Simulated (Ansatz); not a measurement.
# Two runs on Al₃GaAs₄

System: Al₃GaAs₄ (P-4m2, 8 atoms in the cell).
Method of run A: DFT, PBE, plane waves, PAW, no spin polarisation (Ansatz 0.2.0).

The structure was made by a generator, so it may or may not be a known phase. Text and figures count atoms from 1; the logs count them from 0 in places.

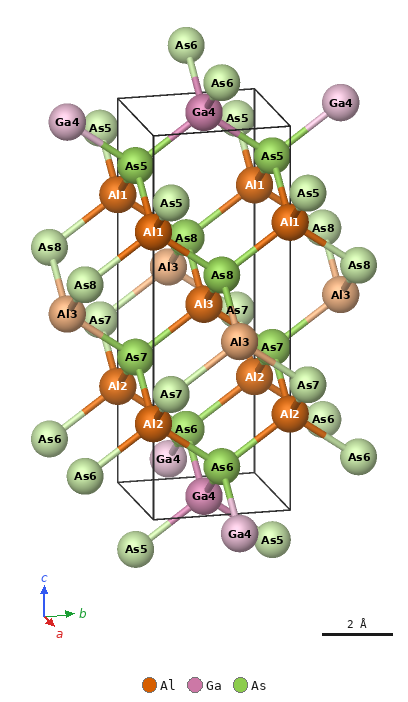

The input geometry (ball-and-stick view of the cell of the calculation, seen slightly off an axis; neighbours outside the cell are drawn fainter; atoms are numbered from 1 in the order of the input). An atom can appear more than once, as a periodic image. Near neighbours in the periodic cell (some may lie outside the picture): Al has 4 As at 2.48 Å; Ga has 4 As at 2.49 Å; As has 2 Al at 2.48 Å and 2 Ga at 2.49 Å; As has 4 Al at 2.48 Å.

Input, run A:
```yaml
crystal:
  lattice:
    - [4.0554811, 0.0, 0.0]
    - [0.0, 4.0554811, 0.0]
    - [0.0, 0.0, 11.4558324]
  atoms:
    - { symbol: Al, position: [0.0, 0.0, 0.749763] }
    - { symbol: Al, position: [0.0, 0.0, 0.250237] }
    - { symbol: Al, position: [0.5, 0.5, 0.5] }
    - { symbol: Ga, position: [0.5, 0.5, 0.0] }
    - { symbol: As, position: [0.5, 0.0, 0.874131] }
    - { symbol: As, position: [0.0, 0.5, 0.125869] }
    - { symbol: As, position: [0.5, 0.0, 0.375105] }
    - { symbol: As, position: [0.0, 0.5, 0.624895] }
kpoints:
  mp_grid: { grid: [8, 8, 4] }
hamiltonian:
  xc: pbe
scf:
  occupations: { method: fixed }
  convergence: { dr2_threshold: 1.0e-11 }
output:
  forces: true
  eigenvalues: true
  stress: true
relax:
  adjacent_minimum: "off"
  f_tol: 0.001
  max_steps: 60
  cell: { stress_tol: 0.01 }
```

Launched with:
```bash
ansatz run input.yaml --threads 4 --pin off --max-ram 8192MiB --backend cpu --events-out ev --progress --plain --runs-dir out
```

Hardware: 4 threads of Arm Neoverse V1, 24 GiB of memory available, shared host.

Output, shortened to warnings, some set-up lines, iterations and results (run A):
```
Basis set: ecut = 420 eV, 3679 PW (Γ), exchange–correlation on 60×60×160 points (8 copies of the dense FFT grid, shifted against one another)
Symmetry: 8 space group operations
k-points: 45 of 256 (time reversal used)
Initial density: superposition of atomic densities (neutral atoms: chi_scale 0, normalization atom), corrected by the library's trained network
[...]
SCF iter   1: F=—  HF=-24823.693828 eV  |F-HF|=—  |Δ(HF+E_count)|=         —  Δρ=1.77e-3  dr2=1.14e-2  ethr=1.77e-3  ⟨swp⟩=4.8  Hψ=7395  notcnv=0  defer=270
SCF iter   2: F=—  HF=-24823.689998 eV  |F-HF|=—  |Δ(HF+E_count)|=   3.83e-3  Δρ=9.17e-4  dr2=2.99e-3  ethr=1.40e-5  ⟨swp⟩=2.0  Hψ=3628  notcnv=0  defer=315
SCF iter   3: F=—  HF=-24823.689883 eV  |F-HF|=—  |Δ(HF+E_count)|=   1.15e-4  Δρ=4.93e-4  dr2=3.84e-4  ethr=3.65e-6  ⟨swp⟩=2.0  Hψ=3145  notcnv=0  defer=315
SCF iter   4: F=—  HF=-24823.689612 eV  |F-HF|=—  |Δ(HF+E_count)|=   2.71e-4  Δρ=1.61e-4  dr2=7.88e-5  ethr=4.68e-7  ⟨swp⟩=2.0  Hψ=3103  notcnv=0  defer=285
SCF iter   5: F=—  HF=-24823.689763 eV  |F-HF|=—  |Δ(HF+E_count)|=   1.51e-4  Δρ=5.08e-5  dr2=5.83e-6  ethr=9.61e-8  ⟨swp⟩=2.0  Hψ=3636  notcnv=0  defer=150
[... 22 lines ...]
SCF iter   6: F=—  HF=-24823.689767 eV  |F-HF|=—  |Δ(HF+E_count)|=  3.64e-12  Δρ=1.35e-7  dr2=4.06e-11  ethr=1.00e-12  ⟨swp⟩=1.0  Hψ=2110  notcnv=0  defer=251
SCF iter   7: F=—  HF=-24823.689767 eV  |F-HF|=—  |Δ(HF+E_count)|=  3.64e-12  Δρ=7.34e-8  dr2=1.09e-11  ethr=1.00e-12  ⟨swp⟩=1.0  Hψ=2110  notcnv=0  defer=251
SCF iter   8: F=-24823.689767 eV  HF=-24823.689767 eV  |F-HF|=0.00e0  |Δ(HF+E_count)|=    0.00e0  Δρ=2.64e-8  dr2=1.67e-12  ethr=1.00e-12  ⟨swp⟩=12.5  Hψ=10929  notcnv=0
SCF 3 converged in 8 iterations: F = -24823.689767 eV  dr2 = 1.67e-12
relax step   3: F+E_penalty+E_count = -24823.68976652 eV  Δ(F+E_penalty+E_count) = -1.055e-6 eV  max|allowed force component| = 5.718e-4 eV/Å  Δτ_max = 0.0000 Å  P = +0.000 …
basis re-selected at this cell: Δ(F+E_penalty+E_count) = -1.055e-6 eV, ΔP = -0.000 GPa vs the last step (what re-selecting the basis moved, of the pressure what is left beyond the Pulay correction that the steps carried, after the strain that the cell walked since its last selection, with what the …
SCF converged after 8 iterations
Free energy (F): -24823.689767 eV
Harris-Foulkes:  -24823.689767 eV  (|F-HF|=0.00e0)
Internal energy: -24823.689767 eV  (E = F + TS)
E sigma→0 (E₀):  -24823.689767 eV
Fermi energy:    6.377793 eV
--- Per-component energies (eV) ---
  E_band       = -1153.875360
  E_kinetic    = 595.478279
  E_local      = -11189.103536  (includes V_loc(G=0)·N_el)
  E_nonlocal   = -2225.662769
  E_hartree    = 5811.547659
  E_xc         = -503.661940
  E_vxc        = -460.026216  (∫ρ·V_xc dr)
  E_paw        = -10733.818948  (= ΣΔE_a)
  E_vpaw       = 502.343597  (= ΣTr[D̂ρ^β])
  E_aug_tail   = -0.000091  (compensation charges beyond the density's cutoff)
  E_ewald      = -6578.468420
  E_smearing   = -0.000000  (= −TS)
  E_closure    = -0.000000  (closes the sum)
  Σ components = -24823.689767   (vs F -24823.689767, Δ=0.00e0)
--- Forces (eV/Å), atoms counted from 1 ---
  atom   1  Al    -0.00000000    -0.00000000     0.00057185
  atom   2  Al    -0.00000000    -0.00000000    -0.00057185
  atom   3  Al    -0.00000000    -0.00000000     0.00000000
  atom   4  Ga    -0.00000000    -0.00000000     0.00000000
  atom   5  As     0.00000000     0.00000000     0.00043029
  atom   6  As     0.00000000     0.00000000    -0.00043029
  atom   7  As     0.00000000     0.00000000    -0.00001208
  atom   8  As     0.00000000     0.00000000     0.00001208
  max |Σ_I F_I| component: 3.67e-16 eV/Å
--- Stress (GPa, compression-positive) ---
        0.000898       0.000000       0.000000
        0.000000       0.000898       0.000000
        0.000000       0.000000      -0.001559
  P = ⅓ Tr σ = 0.0001 GPa (0.001 kbar)
--- Relaxed structure (2 steps of the walk, 2 accepted, 1 SCFs on fresh bases) ---
  F+E_penalty+E_count = -24823.68976652 eV   max|allowed force component| = 5.718e-4 eV/Å   (the final SCF, on the basis selected at the relaxed cell)
  cell:  # Å, volume = 188.4104 Å³
    - [4.055186055002789, 0.0, 8.515152164717826e-36]
    - [0.0, 4.055186055002789, 0.0]
    - [2.4053411581551845e-35, 0.0, 11.45732628957209]
[...]
```

For run B the input was changed thus:
```diff
+basis:
+  ecutwfc: 420
-  convergence: { dr2_threshold: 1.0e-11 }
```

What does this change do to the results?

The energy doesn't change within 0.01 meV per atom. The SCF takes 20 iterations over all geometry steps against 26.

Output, shortened to warnings, some set-up lines, iterations and results (run B):
```
Basis set: ecut = 420 eV, 3679 PW (Γ), exchange–correlation on 60×60×160 points (8 copies of the dense FFT grid, shifted against one another)
Symmetry: 8 space group operations
k-points: 45 of 256 (time reversal used)
Initial density: superposition of atomic densities (neutral atoms: chi_scale 0, normalization atom), corrected by the library's trained network
[...]
SCF iter   1: F=—  HF=-24823.693828 eV  |F-HF|=—  |Δ(HF+E_count)|=         —  Δρ=1.77e-3  dr2=1.14e-2  ethr=1.77e-3  ⟨swp⟩=4.8  Hψ=7395  notcnv=0  defer=270
SCF iter   2: F=—  HF=-24823.689998 eV  |F-HF|=—  |Δ(HF+E_count)|=   3.83e-3  Δρ=9.17e-4  dr2=2.99e-3  ethr=1.40e-5  ⟨swp⟩=2.0  Hψ=3628  notcnv=0  defer=315
SCF iter   3: F=—  HF=-24823.689883 eV  |F-HF|=—  |Δ(HF+E_count)|=   1.15e-4  Δρ=4.93e-4  dr2=3.84e-4  ethr=3.65e-6  ⟨swp⟩=2.0  Hψ=3145  notcnv=0  defer=315
SCF iter   4: F=—  HF=-24823.689612 eV  |F-HF|=—  |Δ(HF+E_count)|=   2.71e-4  Δρ=1.61e-4  dr2=7.88e-5  ethr=4.68e-7  ⟨swp⟩=2.0  Hψ=3103  notcnv=0  defer=285
SCF iter   5: F=—  HF=-24823.689760 eV  |F-HF|=—  |Δ(HF+E_count)|=   1.48e-4  Δρ=5.08e-5  dr2=5.83e-6  ethr=9.61e-8  ⟨swp⟩=2.1  Hψ=3637  notcnv=0  defer=150
[... 16 lines ...]
SCF iter   5: F=—  HF=-24823.689767 eV  |F-HF|=—  |Δ(HF+E_count)|=  2.55e-11  Δρ=1.39e-7  dr2=3.41e-11  ethr=1.00e-12  ⟨swp⟩=2.0  Hψ=2527  notcnv=0  defer=251
SCF iter   6: F=—  HF=-24823.689767 eV  |F-HF|=—  |Δ(HF+E_count)|=  3.64e-12  Δρ=7.58e-8  dr2=1.15e-11  ethr=1.00e-12  ⟨swp⟩=1.0  Hψ=2110  notcnv=0  defer=251
SCF iter   7: F=-24823.689767 eV  HF=-24823.689767 eV  |F-HF|=3.64e-12  |Δ(HF+E_count)|=  3.64e-12  Δρ=3.69e-8  dr2=2.60e-12  ethr=1.00e-12  ⟨swp⟩=11.6  Hψ=12206  notcnv=0
SCF 3 converged in 7 iterations: F = -24823.689767 eV  dr2 = 2.60e-12
relax step   3: F+E_penalty+E_count = -24823.68976670 eV  Δ(F+E_penalty+E_count) = -1.055e-6 eV  max|allowed force component| = 5.652e-4 eV/Å  Δτ_max = 0.0000 Å  P = +0.000 …
basis re-selected at this cell: Δ(F+E_penalty+E_count) = -1.055e-6 eV, ΔP = -0.000 GPa vs the last step (what re-selecting the basis moved, of the pressure what is left beyond the Pulay correction that the steps carried, after the strain that the cell walked since its last selection, with what the …
SCF converged after 7 iterations
Free energy (F): -24823.689767 eV
Harris-Foulkes:  -24823.689767 eV  (|F-HF|=3.64e-12)
Internal energy: -24823.689767 eV  (E = F + TS)
E sigma→0 (E₀):  -24823.689767 eV
Fermi energy:    6.377849 eV
--- Per-component energies (eV) ---
  E_band       = -1153.871260
  E_kinetic    = 595.478827
  E_local      = -11189.094505  (includes V_loc(G=0)·N_el)
  E_nonlocal   = -2225.662726
  E_hartree    = 5811.545063
  E_xc         = -503.662206
  E_vxc        = -460.026570  (∫ρ·V_xc dr)
  E_paw        = -10733.818943  (= ΣΔE_a)
  E_vpaw       = 502.343627  (= ΣTr[D̂ρ^β])
  E_aug_tail   = -0.000091  (compensation charges beyond the density's cutoff)
  E_ewald      = -6578.475185
  E_smearing   = -0.000000  (= −TS)
  E_closure    = -0.000000  (closes the sum)
  Σ components = -24823.689767   (vs F -24823.689767, Δ=0.00e0)
--- Forces (eV/Å), atoms counted from 1 ---
  atom   1  Al     0.00000000    -0.00000000     0.00056522
  atom   2  Al     0.00000000    -0.00000000    -0.00056522
  atom   3  Al     0.00000000    -0.00000000     0.00000000
  atom   4  Ga     0.00000000    -0.00000000     0.00000000
  atom   5  As    -0.00000000     0.00000000     0.00040988
  atom   6  As    -0.00000000     0.00000000    -0.00040988
  atom   7  As    -0.00000000     0.00000000    -0.00000875
  atom   8  As    -0.00000000     0.00000000     0.00000875
  max |Σ_I F_I| component: 2.89e-16 eV/Å
--- Stress (GPa, compression-positive) ---
        0.001225      -0.000000       0.000000
       -0.000000       0.001225      -0.000000
        0.000000      -0.000000      -0.001231
  P = ⅓ Tr σ = 0.0004 GPa (0.004 kbar)
--- Relaxed structure (2 steps of the walk, 2 accepted, 1 SCFs on fresh bases) ---
  F+E_penalty+E_count = -24823.68976670 eV   max|allowed force component| = 5.652e-4 eV/Å   (the final SCF, on the basis selected at the relaxed cell)
  cell:  # Å, volume = 188.4094 Å³
    - [4.055179163255169, -2.1287880411794565e-36, 6.812121731774261e-35]
    - [-2.1287880411794565e-36, 4.055179163255169, 0.0]
[...]
```

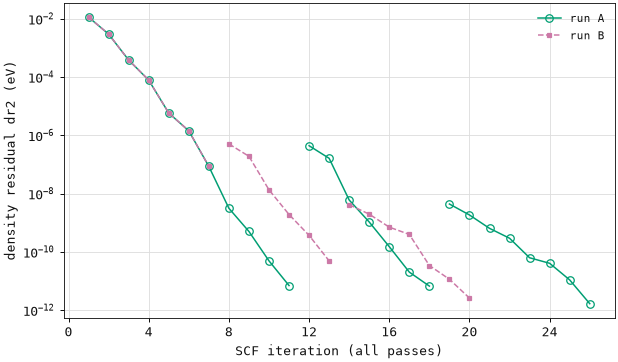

Convergence of the two runs: density residual dr2 against the SCF iteration. A break in a curve parts two SCF passes. Run A takes 26 iterations in all, and run B takes 20.

The two runs side by side:

| quantity | run A | run B |
| --- | --- | --- |
| outcome | converged | converged |
| free energy per atom (eV) | −3102.9612 | −3102.9612 |
| gap on the mesh (eV) | 1.27 | 1.27 |
| pressure (GPa) | 0.00 | 0.00 |
| largest force (eV/Å) | 0.001 | 0.001 |
| SCF iterations | 26 | 20 |
| irreducible k-points | 45 | 45 |
| wall time (shared host) | 47 s | 42 s |
